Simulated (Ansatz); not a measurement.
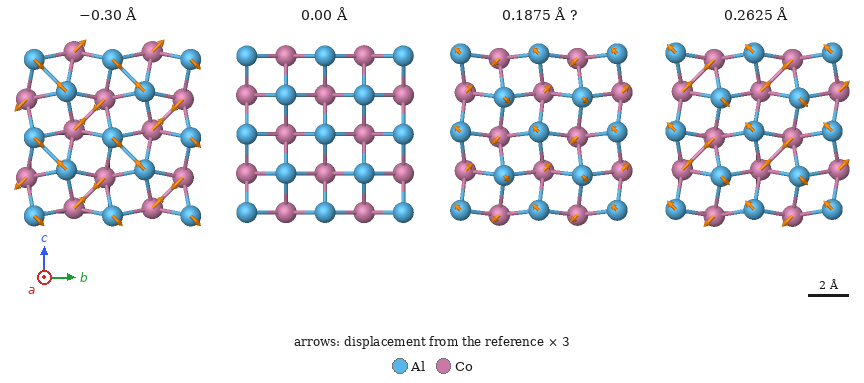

Energy scan for solid AlCo (Pm-3m), in which a normal mode of wave vector (0, 1/2, 1/2) of the primitive cell, folded into a doubled cell, (one arbitrary combination within a set of 2 degenerate modes) is frozen in with the cell fixed, the amplitude being the largest displacement of an atom. A ball-and-stick model of the cell of the calculation, repeated 2 × 2 × 2 with one cell outlined, seen along the a axis. Orange arrows: displacements from the reference.

Method: DFT PBEsol, scalar-relativistic, plane waves, PAW (Ansatz 0.2.0). Set-up: plane-wave cutoff 420 eV; k-point mesh 22 × 16 × 16; occupations gaussian; smearing width 0.15 eV; no spin polarisation. Energies (free energies at the smearing named) are counted from the relaxed crystal.

```
largest displacement (Å)  ΔE (meV/cell)
                 −0.3000           1104
                 −0.1500            246
                  0.0000              0
                  0.0375             15
                  0.0750             60
                  0.1125            136
                  0.1875              ?
                  0.2250            579
                  0.2625            813
```

One row is withheld. What is its energy?

Answer. A straight line between the two neighbours gives 431 meV/cell. A cubic through the four nearest rows (0.0750, 0.1125, 0.2250, 0.2625) gives, with Lagrange weights, (−0.2000)(60) + (0.5000)(136) + (1.0000)(579) + (−0.3000)(813) = 391 meV/cell. The calculation gives 393 meV/cell, so the cubic is 2 meV/cell too low and the straight line 38 meV/cell too high, as the curve bends upwards here.

The whole profile:

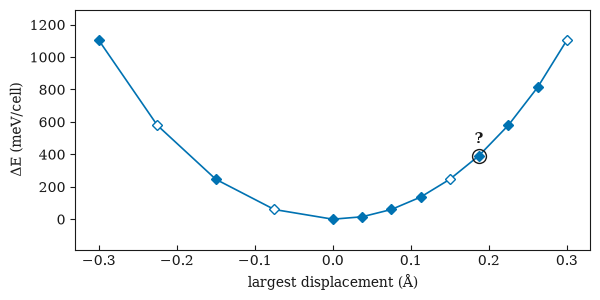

Limits of the set-up: an element that often carries a moment was run without spin polarisation.
